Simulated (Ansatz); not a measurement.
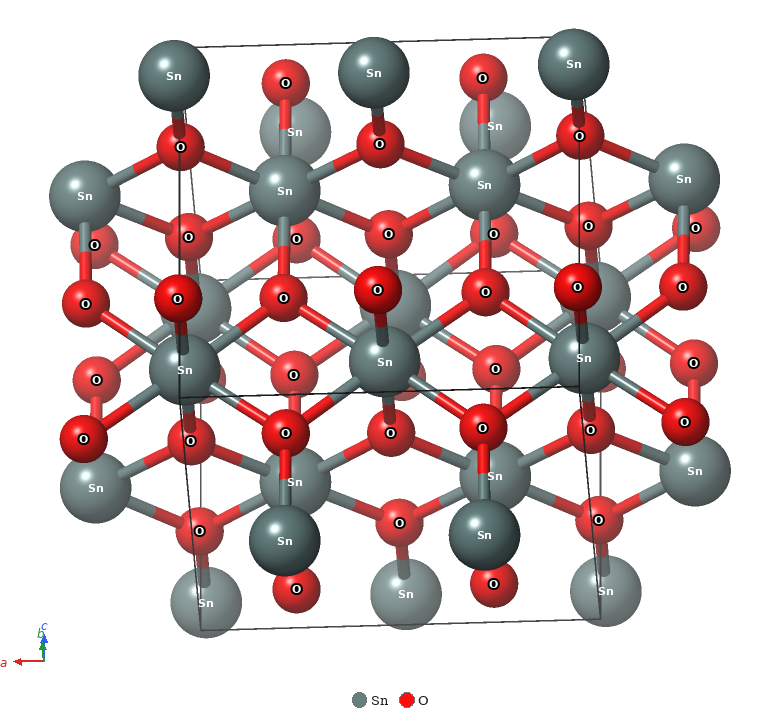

The compound is SnO₂ (space group Imma, No. 74), taken as the input geometry of an electronic-structure calculation (not necessarily at equilibrium).

Bonds are taken as O–Sn below 2.4 Å. The graph is simplified in the usual way: terminal and isolated atoms are pruned, two-connected atoms become edges.

**What kind of net remains, and which atoms are its nodes?**

A binodal (3,6)-connected, three-periodic net: O is a 3-connected node; Sn is a 6-connected node, in the ratio 2:1.

**Name the underlying net.**

It is the rtl net, known from rutile.

**Is the net interpenetrated?**

It is a single net, without interpenetration.

**Give the point symbol of each node (shortest cycle at each angle).**

O: 4·6²; Sn: 4²·6¹⁰·8³.

**How many nodes does the smallest cycle have?**

Four.

The simplified net, drawn on the atoms' positions. Nodes are coloured by element. Short stubs are edges that leave the cut-out.

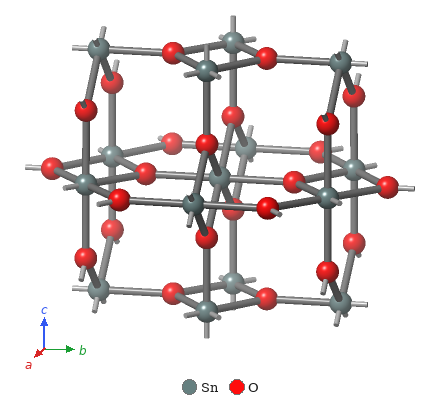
